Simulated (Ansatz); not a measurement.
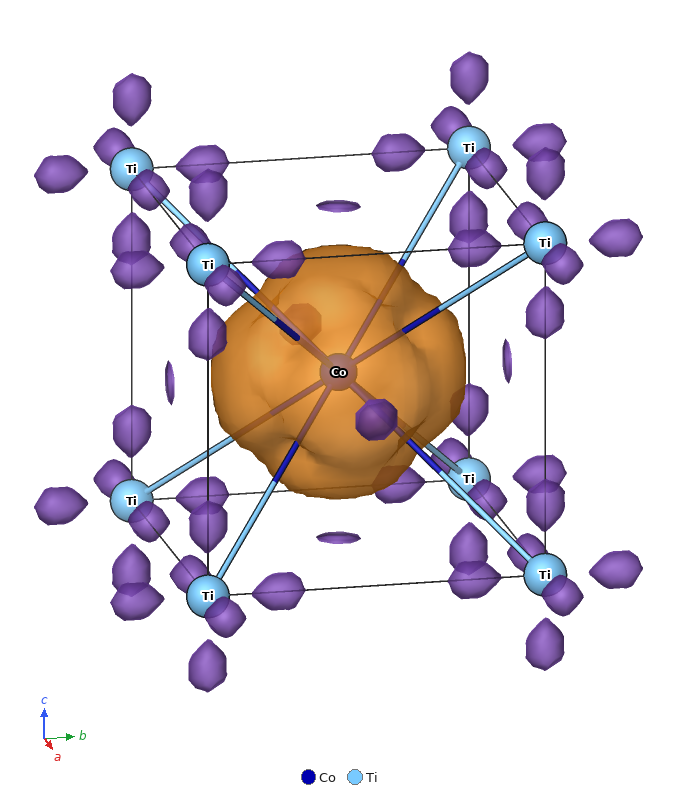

The picture shows: TiCo. Isosurfaces of the spin density (up minus down) at +0.01 (orange) and −0.01 e/Å³ (purple), seen at an oblique angle. Sticks mark near contacts.

Space group Pm-3m; a structure from a database of computed crystals, not necessarily the ambient phase; spin-polarised.

Theory: Ansatz, Kohn-Sham DFT of a periodic cell, PBEsol, Ansatz PAW.

The density is the valence pseudo-density of a PAW calculation; it isn't the true density close to the nuclei.

**Which atoms carry the moments, and with what signs?**

The spin density sits on Co: +0.7 μB in one cell of 2 atoms: parallel main moments, as they must be, since the calculation's own cell holds one magnetic site. The cell of the calculation (2 atoms) carries 0.6 μB of net spin moment.
